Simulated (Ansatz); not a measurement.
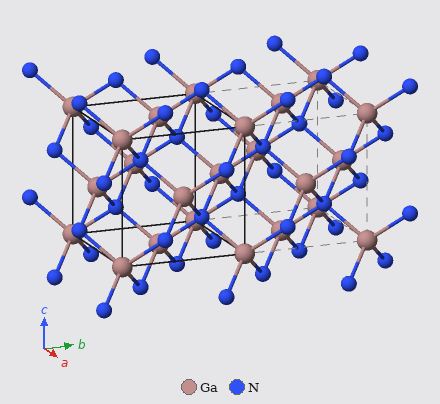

The compound is GaN (space group F-43m, No. 216), taken as the input geometry of an electronic-structure calculation (not necessarily at equilibrium).

Bonds are taken as Ga–N below 2.2 Å; no other contact counts. The graph is simplified in the usual way: terminal and isolated atoms are pruned, two-connected atoms become edges.

### What kind of net remains, and which atoms are its nodes?

A uninodal 4-connected, three-periodic net: Ga and N are 4-connected nodes.

### Which named net is it?

It is the dia net, known from diamond, zinc blende and cristobalite.

### Is the net interpenetrated?

It is a single net, without interpenetration.

### Give the point symbol of each node (shortest cycle at each angle).

Ga and N: 6⁶.
